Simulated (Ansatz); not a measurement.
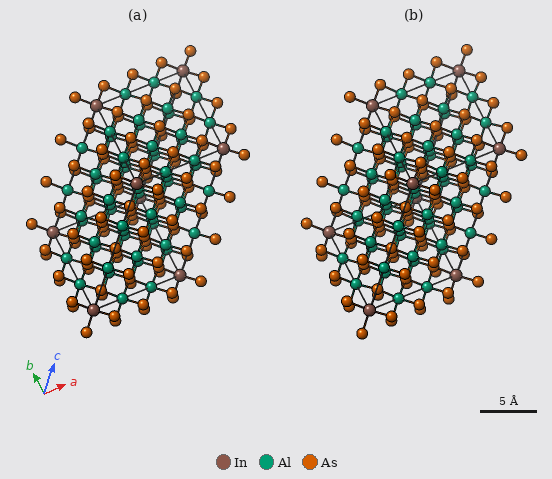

The structure of a defect cell of composition Al26InAs27 before (left) and after (right) a relaxation, at one scale.

The picture is a ball-and-stick view of the cell of the calculation, seen from a free direction.

Level of theory: DFT, PBE, plane-wave PAW, default files, scalar-relativistic (Ansatz). Settings: plane-wave cutoff 420 eV; k-point mesh 2 × 2 × 2; occupations fermi dirac; smearing width 0.01 eV; no spin polarisation; atoms relaxed in a fixed cell; force threshold 0.03 eV/Å; at most 40 steps.

Q: What changed between the two?

A: Over 3 geometry steps the energy falls by 0.448 eV per cell of the calculation. The largest force component goes from 1 to 0.0068 eV/Å. The largest moves, 0.14 Å, are those of As atoms. By element the largest moves are As 0.14 Å, Al 0.02 Å. In stays in place. The cell stays as it was. Some distances before and after: As–In 2.451 → 2.588 Å, Al–As 2.451 → 2.430 Å. Bond angles that change, for instance: As–Al–As 109.5° → 106.2°, In–As–Al 109.5° → 106.7°, Al–As–Al 109.5° → 112.1°. Cost: 89 s on 4 threads of Arm Neoverse V2, on a shared host, peak memory 5.5 GiB.
